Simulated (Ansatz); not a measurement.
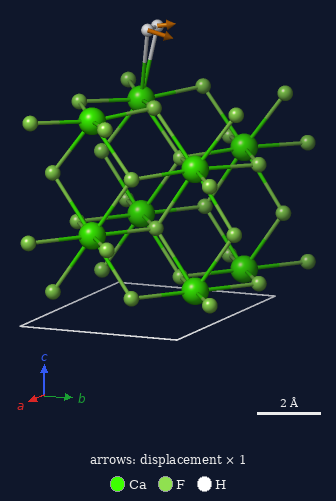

A constrained relaxation of a slab of composition Ca4HF8 (cut from the Fm-3m phase). The starting structure is drawn; orange arrows show the displacements, at their true length.

The picture is a ball-and-stick view of the cell of the calculation, outlined in the plane, without the vacuum (origin shifted), seen slightly off an axis.

Case: 1 H2 a cell, flat, over a bridge F-Ca site. The slab is the (1 1 0) face of CaF2 with H2 on it. 12 atoms are held fixed.

Theory: DFT PBE+D3(BJ), scalar-relativistic, plane waves, PAW (Ansatz 0.2.0). Settings: plane-wave cutoff 420 eV; k-point mesh 2 × 3 × 1; occupations gaussian; smearing width 0.05 eV; no spin polarisation; dipole correction; atoms relaxed in a fixed cell; force threshold 0.04 eV/Å; at most 100 steps.

### Atoms of which element are displaced furthest, and by how much?

Hydrogen: up to 0.87 Å, against 0.02 Å for fluorine.

### What did the optimiser do to the structure, and how much energy did it gain?

After 11 accepted moves (13 points after the start) the energy has fallen by 45.2 meV per cell of the calculation. The largest force component goes from 0.21 to 0.013 eV/Å. 2 steps only repeated the SCF at the same geometry. The forces were under the threshold at step 2, but the run went on from there. An H atom moves most: 0.87 Å at 72° to the normal (−c side). Largest moves by element: H 0.87 Å, F 0.02 Å, Ca 0.01 Å. The cell doesn't change. Near-neighbour distances that change, for instance: Ca–H 2.573 → 2.830 Å, Ca–H 2.738 → 2.707 Å, Ca–F 2.339 → 2.359 Å, Ca–F 2.339 → 2.327 Å. Cost: 2.3 min on 4 threads of Intel(R) Xeon(R) Platinum 8488C (Sapphire Rapids), on a shared host, peak memory 2.1 GiB.

Limits of the set-up: the periodic images lie only 5.5 Å apart, so the values are limited by the cell's size.
